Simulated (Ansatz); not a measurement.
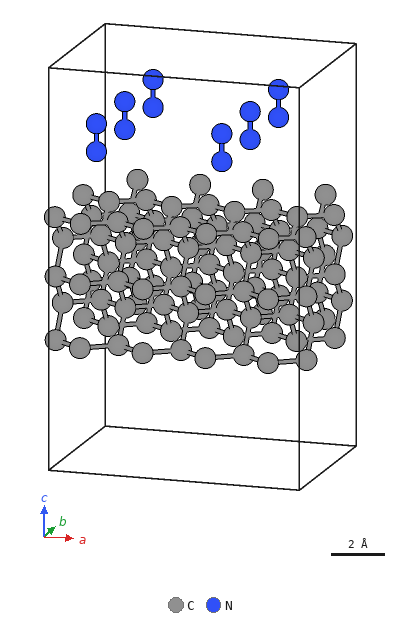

The input geometry (ball-and-stick view of the 2 × 2 repeat of the cell, with the vacuum cut short, seen slightly off an axis). An atom can appear more than once, as a periodic image. Near neighbours in the periodic cell (some may lie outside the picture): C has 3 C at 1.43 to 1.54 Å; C has 4 C at 1.48 to 1.59 Å; N has 1 N at 1.10 Å.

# Single-point calculation of C₁₀N

The run: single-point calculation of C₁₀N (slab, 22 atoms in the cell). Method and program: DFT PBE+D3(BJ), scalar-relativistic, plane waves, PAW, PAW set soft_1, no spin polarisation (Ansatz 0.2.0).

The structure derives from an entry of the Crystallography Open Database. Figures and captions count atoms from 1; the log counts them from 0 in places.

The input
```yaml
crystal:
  lattice:
    - [5.0304222913, 0.0, 0.0]
    - [0.0, 3.5570457144, 0.0]
    - [0.0, 0.0, 23.3751415636]
  atoms:
    - { symbol: C, position: [0.25, 0.0, 0.1711219583] }
    - { symbol: C, position: [0.75, 0.0, 0.1711219583] }
    - { symbol: C, position: [0.0, 0.25, 0.1711219583] }
    - { symbol: C, position: [0.5, 0.25, 0.1711219583] }
    - { symbol: C, position: [0.0, 0.5, 0.2249229405] }
    - { symbol: C, position: [0.5, 0.5, 0.2249229405] }
    - { symbol: C, position: [0.25, 0.75, 0.2249229405] }
    - { symbol: C, position: [0.75, 0.75, 0.2249229405] }
    - { symbol: C, position: [0.25, 0.0023818349, 0.2785827709] }
    - { symbol: C, position: [0.75, 0.0023818349, 0.2785827709] }
    - { symbol: C, position: [0.0, 0.2476181651, 0.2785827709] }
    - { symbol: C, position: [0.5, 0.2476181651, 0.2785827709] }
    - { symbol: C, position: [0.0, 0.5094747643, 0.3338767234] }
    - { symbol: C, position: [0.5, 0.5094747643, 0.3338767234] }
    - { symbol: C, position: [0.25, 0.7405252357, 0.3338767234] }
    - { symbol: C, position: [0.75, 0.7405252357, 0.3338767234] }
    - { symbol: C, position: [0.25, 0.0286707462, 0.3796829011] }
    - { symbol: C, position: [0.75, 0.0286707462, 0.3796829011] }
    - { symbol: C, position: [0.0, 0.2213292538, 0.3796829011] }
    - { symbol: C, position: [0.5, 0.2213292538, 0.3796829011] }
    - { symbol: "N", position: [0.375, 0.0286707462, 0.5037463209] }
    - { symbol: "N", position: [0.375, 0.0286707462, 0.5508048595] }
basis:
  ecutwfc: 420
kpoints:
  mp_grid: { grid: [5, 8, 1] }
hamiltonian:
  xc: pbe
  pseudopotentials: { kind: paw, azcp: { folder: soft_1 } }
  dispersion: d3bj
scf:
  occupations: { method: gaussian, width: 0.05 }
output:
  forces: true
  eigenvalues: true
  write_density: true
  write_potential: true
  elf: true
  volumetric_format: npy
efield:
  axis: 3
  dipole_correction: true
  ramp_width: 0.04
```

Machine: 2 threads of Arm Neoverse V1, 24 GiB of memory available, shared host.

Launched with:
```bash
ansatz run input.yaml --threads 2 --pin off --max-ram 6144MiB --backend cpu --events-out ev --progress --plain --runs-dir out
```

Log
```
Engine: ansatz 0.2.0, aarch64-unknown-linux-gnu
Pseudopotentials: kind: paw
Pseudopotential: C, paw, valence charge 4, recommended cutoff 420 eV (normal), [file]
Pseudopotential: N, paw, valence charge 5, recommended cutoff 420 eV (normal), [file]
Functional definition: PBE
  parameter kappa = 0.804
  parameter beta = 0.06672455060314922
  exchange = pbe_x(kappa = kappa, mu = beta*pi^2/3)
  correlation = pbe_c(beta = beta)
Crystal: 22 atoms, lattice volume = 418.262 Å³
Basis set: ecut = 420 eV, 8157 PW (Γ), exchange–correlation on 72×48×320 points (8 copies of the dense FFT grid, shifted against one another)
Bands: 67, of which v1, the nominal top of the filled ones, is band 45 counted from 1 (44 counted from 0)
Symmetry: 1 space group operations
Space group: P1 (ITA 1), of the structure as read, at distance tolerance 7.5e-5 Å
k-points: 21 of 40 (time reversal used)
Non-local potential: C, projectors of the file, l = 0: 2, l = 1: 2, l = 2: 1
Non-local potential: N, projectors of the file, l = 0: 2, l = 1: 2, l = 2: 1
PAW form: soft (Blöchl's): semilocal exchange-correlation on the pseudo side does not see the compensation charge
PAW one-centre angular grid: C, 110 points (default); XC on 64 Gauss nodes
PAW one-centre angular grid: N, 110 points (default); XC on 64 Gauss nodes
Initial wavefunctions: pseudopotential atomic-orbital guess
Functional: x = pbe(κ = 0.804, μ = 0.2195149727645171), c = pbe(β = 0.06672455060314922)
SCF iter   1: F=—  HF=-5781.025057 eV  |F-HF|=—  |Δ(HF+E_count)|=         —  Δρ=7.84e-2  dr2=2.08e1  ethr=3.10e-3  p=0.000 e·Å  D=6.50e-7 V/Å  ΔV_dip=-0.00 eV  dr2_dipole=2.50e-1  V_vac-E_F(+/−)=8.38/8.38 eV  ⟨swp⟩=8.6  Hψ=8672  notcnv=0  defer=146
efield: sawtooth ramp at fractional position 0.8410 (placed from the atoms, in the widest stretch of the axis that holds none; the zero of the levels goes with the place), width 0.0400; the density the first Hamiltonian is built on has a dipole p = 0.000 e·Å; the dipole correction subtracts the counter field D = 6.50e-7 V/Å, which shifts the + side's vacuum level by -0.00 eV against the − side's; the planar-averaged density in the ramp window peaks in size at 8.0e-7 e/Å³
preconditioner: auto → LDOS  [insulator: Δε(μ)=0.056 eV  Ē_g=15.568 eV  σ=0.050 eV  W_gap=0.57  n_scr=58 (ndim 8)  ℏωp=17.2 eV  f_vac=0.560  D(μ)=3.75/eV (n_scr^D=10)  ε∞_Penn≈2.2  β→1.0]
SCF iter   2: F=—  HF=-5775.775048 eV  |F-HF|=—  |Δ(HF+E_count)|=    5.25e0  Δρ=3.59e-2  dr2=1.60e1  ethr=3.10e-3  p=0.302 e·Å  D=1.31e-1 V/Å  ΔV_dip=-3.06 eV  dr2_dipole=2.09e0  V_vac-E_F(+/−)=3.21/6.27 eV  ⟨swp⟩=5.8  Hψ=3926  notcnv=0  defer=329
SCF iter   3: F=—  HF=-5773.910115 eV  |F-HF|=—  |Δ(HF+E_count)|=    1.86e0  Δρ=6.51e-3  dr2=3.63e-1  ethr=3.10e-3  p=0.077 e·Å  D=3.34e-2 V/Å  ΔV_dip=-0.78 eV  dr2_dipole=2.92e-2  V_vac-E_F(+/−)=5.79/6.57 eV  ⟨swp⟩=4.3  Hψ=3461  notcnv=0  defer=336
SCF iter   4: F=—  HF=-5773.918172 eV  |F-HF|=—  |Δ(HF+E_count)|=   8.06e-3  Δρ=6.78e-3  dr2=2.39e-1  ethr=4.03e-4  p=0.119 e·Å  D=5.13e-2 V/Å  ΔV_dip=-1.20 eV  dr2_dipole=2.67e-2  V_vac-E_F(+/−)=5.12/6.32 eV  ⟨swp⟩=3.0  Hψ=2459  notcnv=0  defer=336
SCF iter   5: F=—  HF=-5773.889122 eV  |F-HF|=—  |Δ(HF+E_count)|=   2.90e-2  Δρ=4.10e-3  dr2=9.61e-2  ethr=2.66e-4  p=0.068 e·Å  D=2.95e-2 V/Å  ΔV_dip=-0.69 eV  dr2_dipole=9.06e-5  V_vac-E_F(+/−)=5.59/6.28 eV  ⟨swp⟩=3.0  Hψ=2484  notcnv=0  defer=336
SCF iter   6: F=—  HF=-5773.877085 eV  |F-HF|=—  |Δ(HF+E_count)|=   1.20e-2  Δρ=1.38e-3  dr2=1.09e-2  ethr=1.07e-4  p=0.071 e·Å  D=3.05e-2 V/Å  ΔV_dip=-0.71 eV  dr2_dipole=7.27e-6  V_vac-E_F(+/−)=5.47/6.18 eV  ⟨swp⟩=2.0  Hψ=2412  notcnv=0  defer=336
SCF iter   7: F=—  HF=-5773.876075 eV  |F-HF|=—  |Δ(HF+E_count)|=   1.01e-3  Δρ=3.69e-4  dr2=1.06e-3  ethr=1.21e-5  p=0.065 e·Å  D=2.82e-2 V/Å  ΔV_dip=-0.66 eV  dr2_dipole=7.17e-5  V_vac-E_F(+/−)=5.43/6.09 eV  ⟨swp⟩=2.0  Hψ=2013  notcnv=0  defer=336
SCF iter   8: F=—  HF=-5773.876026 eV  |F-HF|=—  |Δ(HF+E_count)|=   4.92e-5  Δρ=1.18e-4  dr2=1.66e-4  ethr=1.18e-6  p=0.062 e·Å  D=2.67e-2 V/Å  ΔV_dip=-0.62 eV  dr2_dipole=2.35e-5  V_vac-E_F(+/−)=5.42/6.05 eV  ⟨swp⟩=2.5  Hψ=1857  notcnv=0  defer=336
SCF iter   9: F=—  HF=-5773.876011 eV  |F-HF|=—  |Δ(HF+E_count)|=   1.45e-5  Δρ=3.22e-5  dr2=1.07e-5  ethr=1.85e-7  p=0.061 e·Å  D=2.62e-2 V/Å  ΔV_dip=-0.61 eV  dr2_dipole=1.95e-6  V_vac-E_F(+/−)=5.42/6.04 eV  ⟨swp⟩=2.1  Hψ=1808  notcnv=0  defer=336
SCF iter  10: F=—  HF=-5773.876233 eV  |F-HF|=—  |Δ(HF+E_count)|=   2.22e-4  Δρ=1.04e-5  dr2=3.49e-7  ethr=1.19e-8  p=0.060 e·Å  D=2.61e-2 V/Å  ΔV_dip=-0.61 eV  dr2_dipole=3.57e-10  V_vac-E_F(+/−)=5.42/6.03 eV  ⟨swp⟩=2.9  Hψ=2043  notcnv=0  defer=336
SCF iter  11: F=-5773.876234 eV  HF=-5773.876234 eV  |F-HF|=5.31e-8  |Δ(HF+E_count)|=   9.84e-7  Δρ=3.54e-6  dr2=9.60e-8  ethr=1.11e-10  p=0.060 e·Å  D=2.61e-2 V/Å  ΔV_dip=-0.61 eV  dr2_dipole=1.24e-8  V_vac-E_F(+/−)=5.42/6.03 eV  ⟨swp⟩=40.1  Hψ=20550  notcnv=0
SCF 1 converged in 11 iterations: F = -5773.876234 eV  dr2 = 9.60e-8
  greatest PAW one-centre occupation: 0.861 electrons in one spin orbital (limit 2), on the N atom at site 20 (counted from 0), in its partial waves of l = 0
```

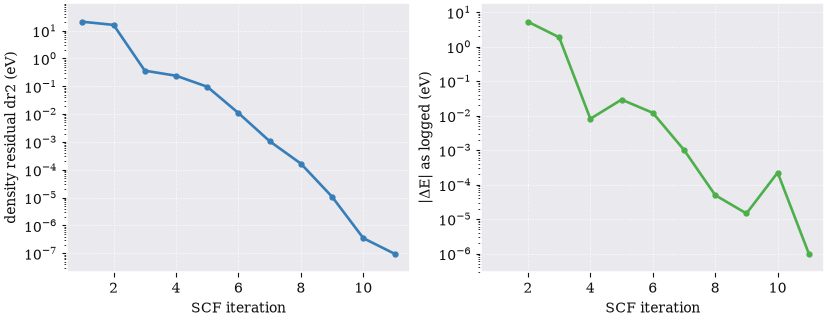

Convergence of the self-consistent field: density residual dr2 and size of the energy change against the SCF iteration. The residual falls at every step.

```
WARN: The output density's exchange-correlation potential varies sharply where the density is thin. Do not read a vacuum level from v_tot or v_xc, or from such a field of the output density. On a cell that repeats whose density bears no net charge and no dipole along the vacuum's axis use v_es (v_loc + v_h of the components); under efield.dipole_correction with no amplitude use v_es + v_field, which holds any external_charges[].barrier, or the levels of the report's work_function block, which leave it out; under a non-zero efield.amplitude the vacuum is tilted and has no level; on a cell that repeats and bears such a dipole with no correction it is tilted too, and efield.dipole_correction with no amplitude gives each side of its ramp a level where efield: is served; in a cell that repeats whose density bears a net charge (total_charge, or a fill off its count) it is curved and has none; of a slab under crystal.periodic whose density bears no net charge use v_es, which has a level on each side, short of where the two are joined; of another it falls or rises all the way out and has none; of a slab beside external_charges read slab_vacuum_level instead, which it has where they leave it neutral. The grid or the basis barely resolves most such structure, and the values can differ between equally converged runs; as a rule a tighter scf.convergence.dr2_threshold does not remove it. Where the density itself ripples (under the LDA too) a higher basis.ecutwfc lessens it. The files hold the spikes' plane waves up to the density's cutoff. Files: v_tot_of_output_density and the like, and their columns of v_z.tsv (output.write_potential); v_xc_of_output_density and the like, and their columns of v_comp_z.tsv (output.write_potential_components). Measured: with its Gaussian average of σ = 0.25 Å subtracted twice, the exchange-correlation potential is over 0.1 eV at 1191 of the grid points where the equally averaged density (valence and model cores) is under 1e-3 e/Å³, and 1.28 eV at the most among them, at an averaged density of 3.8e-4 e/Å³. The input density's (outcome.potential() and, of a run that writes arrays, v_tot and v_xc) is over 0.1 eV, so measured, at 1346 points of its own thin density, 1.28 eV at the most. See output.write_potential in the manual, Limitations
SCF converged after 11 iterations
Free energy (F): -5773.876234 eV
Harris-Foulkes:  -5773.876234 eV  (|F-HF|=5.31e-8)
Internal energy: -5773.871302 eV  (E = F + TS)
E sigma→0 (E₀):  -5773.873768 eV
Entropy (-TS):   -0.004933 eV (-0.224 meV/atom)
Fermi energy:    0.067001 eV
Dipole field:    D = 0.026224 V/Å  (p = 0.060617 e·Å, saw-weighted, corrected)
Work function:   Φ+ = 5.4214 eV   Φ− = 6.0344 eV
Levels:          The Fermi level and band energies are counted from a zero that moves with the ramp; work functions are not
--- Per-component energies (eV) ---
  E_band       = -797.407989
  E_kinetic    = 2017.094757
  E_local      = -69243.227079  (includes V_loc(G=0)·N_el)
  E_nonlocal   = 538.433413
  E_hartree    = 33692.638260
  E_xc         = -1055.524032
  E_vxc        = -1304.831190  (∫ρ·V_xc dr)
  E_paw        = -2254.266337  (= ΣΔE_a)
  E_vpaw       = -193.235645  (= ΣTr[D̂ρ^β])
  E_aug_tail   = 0.002049  (compensation charges beyond the density's cutoff)
  E_efield     = 0.000795  (sawtooth field / dipole correction)
  E_vefield    = 3.068405  (∫n·V_field dr)
  E_ewald      = 30534.111505
  E_disp       = -3.134633  (pairwise vdW)
  E_smearing   = -0.004933  (= −TS)
  E_closure    = 0.000000  (closes the sum)
  Σ components = -5773.876234   (vs F -5773.876234, Δ=0.00e0)
--- Forces (eV/Å), atoms counted from 1 ---
  atom   1  C      0.01059380     4.26538807     0.96146297
  atom   2  C      0.01728383     4.27953898     0.96954695
  atom   3  C     -0.01831331    -4.27654319     0.96684372
  atom   4  C     -0.00955075    -4.26910500     0.96760148
  atom   5  C     -0.00132371     1.05597349    -0.97875070
  atom   6  C      0.00042878     1.05962104    -0.96083627
  atom   7  C     -0.00030861    -1.06255114    -0.95992630
  atom   8  C      0.00124096    -1.05747413    -0.98061805
  atom   9  C      0.00100200     0.01098461    -0.02245092
  atom  10  C     -0.00015492     0.00049133     0.01023056
  atom  11  C      0.00029907     0.00051348     0.00804184
  atom  12  C     -0.00083188     0.00185139    -0.02795669
  atom  13  C      0.02145298     0.01280763    -0.01532199
  atom  14  C     -0.00993397    -0.03816028     0.00308203
  atom  15  C      0.00351382     0.01057668     0.02401479
  atom  16  C     -0.01482025    -0.01789692    -0.00699137
  atom  17  C     -0.10703215     0.03412847    -0.24656259
  atom  18  C     -0.06653648     0.01045023     0.03331523
  atom  19  C      0.06822157    -0.00450270     0.05324196
  atom  20  C      0.09447467     0.04082947    -0.11794684
  atom  21  N      0.01581857    -0.07348499    -0.06943303
  atom  22  N     -0.00552380     0.01658139     0.38932564
  max |Σ_I F_I| component: 8.76e-5 eV/Å
--- Band table (eV; the first three rows and the last of 21) ---
  k-point 0: bands = ["-22.9855", "-21.4530", "-19.5781", "-17.0057", "-17.0045", "-16.5399", "-15.2360", "-15.2346", "-13.7454", "-13.0216", "-12.6711", "-12.3422", "-12.3402", "-10.9487", "-9.8874", "-9.8822", "-9.0726", "-9.0724", "-8.7692", "-8.4014", "-7.9626", "-7.8752", "-7.8722", "-7.6685", "-7.0993", "-7.0984", "-6.7617", "-6.4156", "-6.1121", "-6.0436", "-6.0259", "-6.0254", "-5.3492", "-5.1965", "-4.9559", "-4.9548", "-4.7988", "-3.7581", "-3.4126", "-2.0011", "-1.2613", "-0.7307", "-0.6559", "-0.6276", "0.0164", "0.0348", "0.2240", "1.5744", "3.2562", "3.3812", "3.7569", "4.8214", "4.8398", "5.4321", "5.4347", "5.5164", "5.6499", "6.2380", "6.3306", "6.3314", "6.3590", "6.5202", "6.7412", "7.5143", "7.5332", "8.2454", "8.2671"]
  k-point 1: bands = ["-22.9798", "-21.3099", "-19.4408", "-16.8811", "-16.8799", "-16.4366", "-15.1203", "-15.1190", "-14.7747", "-14.0027", "-12.2695", "-12.2674", "-11.3744", "-10.9466", "-10.4628", "-10.4605", "-9.8444", "-9.8432", "-9.1923", "-8.3703", "-7.7897", "-7.3180", "-7.3148", "-6.8436", "-6.7547", "-6.7543", "-6.6345", "-6.4031", "-6.3105", "-6.2152", "-6.2106", "-6.2030", "-5.2470", "-5.1348", "-4.8223", "-4.8212", "-4.3839", "-3.8665", "-3.4156", "-2.1988", "-1.0554", "-0.8064", "-0.5945", "-0.5695", "-0.1334", "0.1338", "0.1587", "1.4886", "2.9248", "3.2806", "3.6000", "4.8531", "5.0437", "5.7006", "5.8332", "5.8572", "5.8986", "6.2399", "6.2417", "6.4397", "6.6920", "6.7833", "7.0103", "7.3892", "7.7274", "8.3643", "8.5742"]
  k-point 2: bands = ["-22.9661", "-20.8822", "-19.0321", "-16.5223", "-16.5211", "-16.4431", "-16.1569", "-15.0227", "-14.7895", "-14.7881", "-12.1171", "-12.1145", "-11.7545", "-11.7539", "-11.4076", "-10.7087", "-10.6824", "-10.6816", "-9.0700", "-8.3132", "-7.2509", "-7.2471", "-7.1705", "-6.8356", "-6.8345", "-6.4345", "-6.3723", "-6.2833", "-6.2606", "-6.0001", "-5.5006", "-5.4954", "-5.0354", "-4.9511", "-4.7097", "-4.7082", "-3.9682", "-3.4844", "-3.3382", "-2.7328", "-1.7374", "-0.7460", "-0.4044", "-0.3870", "-0.1063", "0.3920", "0.4184", "1.0330", "2.0577", "3.2637", "3.3382", "5.0645", "5.5639", "6.2174", "6.3348", "6.3397", "6.4775", "6.7427", "7.0368", "7.1710", "7.1727", "7.3885", "7.5735", "7.7682", "8.2657", "8.7063", "8.7411"]
  k-point 20: bands = ["-22.9792", "-20.5789", "-19.6741", "-18.7265", "-17.8429", "-15.7503", "-14.9008", "-14.2188", "-13.9327", "-13.3916", "-12.7575", "-12.0642", "-11.3985", "-11.2095", "-10.9102", "-9.2535", "-8.9627", "-8.8499", "-8.6460", "-8.5497", "-8.3487", "-8.1117", "-7.4011", "-7.0083", "-6.9813", "-6.5627", "-6.5260", "-6.4430", "-6.2508", "-6.2085", "-5.9893", "-5.7892", "-5.6194", "-5.4162", "-5.0891", "-4.8358", "-4.4740", "-4.3360", "-4.0403", "-3.7864", "-3.5126", "-1.6658", "-1.1388", "-1.0810", "-1.0497", "1.0966", "1.4593", "2.2739", "2.8786", "3.1258", "3.6073", "5.2813", "5.5230", "5.6413", "5.9709", "6.5944", "6.6731", "6.7250", "7.4786", "7.7137", "7.7755", "7.7878", "7.9482", "8.1135", "8.2208", "8.3738", "8.8746"]
```

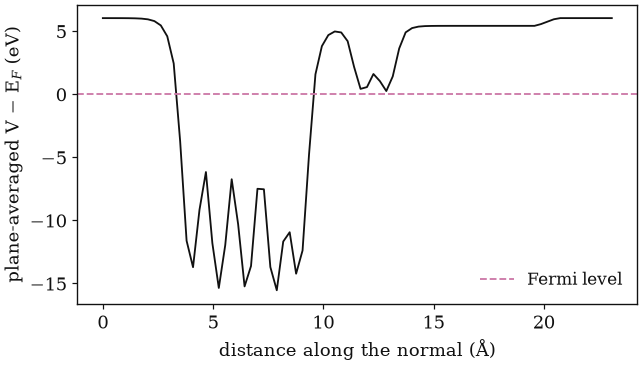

Plane average of the electrostatic potential energy of an electron across the cell, from the Fermi level. The vacuum level lies 5.42 eV above the Fermi level on the upper side and 6.03 eV on the lower.

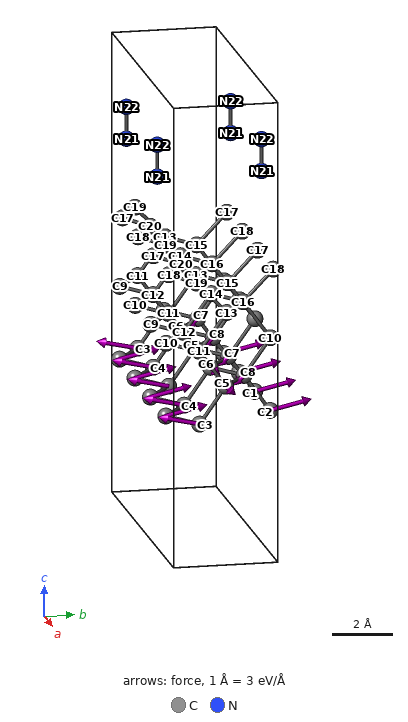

Forces on the atoms as pink arrows (ball-and-stick view of the 2 × 1 repeat of the cell, with the vacuum cut short, seen slightly off an axis; atoms are numbered from 1 in the order of the input); the smallest are left out. The largest act on C2 (4.39 eV/Å); C3 (4.38 eV/Å); C4 (4.38 eV/Å); C1 (4.37 eV/Å), among others. The geometry is not a stationary point of this energy.

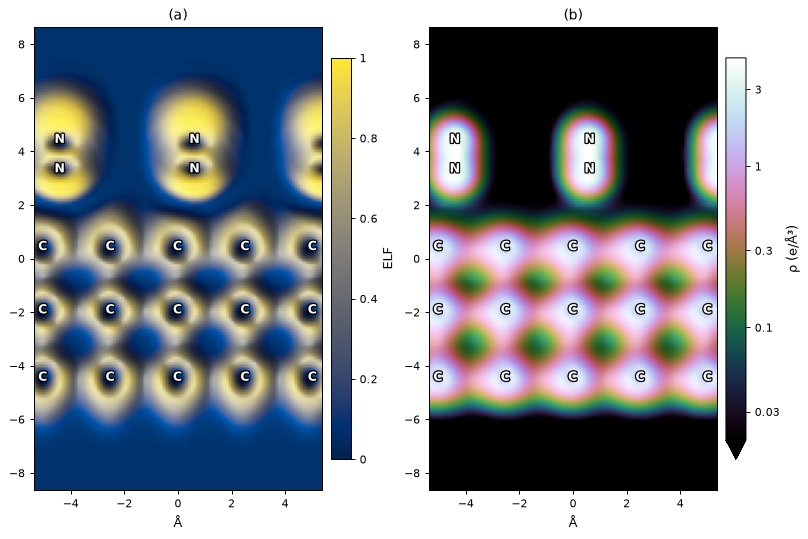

(a) ELF; (b) valence pseudo-density on the (010) plane of the calculation cell, a cut from vacuum to vacuum. N–N (1.10 Å): ρ at the midpoint is about 4.6 e/Å³; the ELF peaks at about 0.85 between the atoms (inside overlapping PAW spheres, so only a guide) (a double or triple bond). The density dies away to nearly zero in the vacuum. In a PAW calculation such maps are meaningful between the atoms, not at the nuclei.

Summary

| quantity | value |
| --- | --- |
| outcome | converged |
| electrons treated | 90 |
| free energy | −5773.8762 eV |
| work function, top face | 5.42 eV |
| work function, bottom face | 6.03 eV |
| Fermi energy | 0.067 eV |
| gap on the k-point mesh | none (metallic) |
| work function (upper face) | 5.42 eV |
| largest force (length of the vector) | 4.388 eV/Å |
| wall time | 50 s (CPU time 99 s) |
| peak memory | 0.89 GiB |

Notes

Warnings of the run: the exchange-correlation potential is rough where the density is thin.
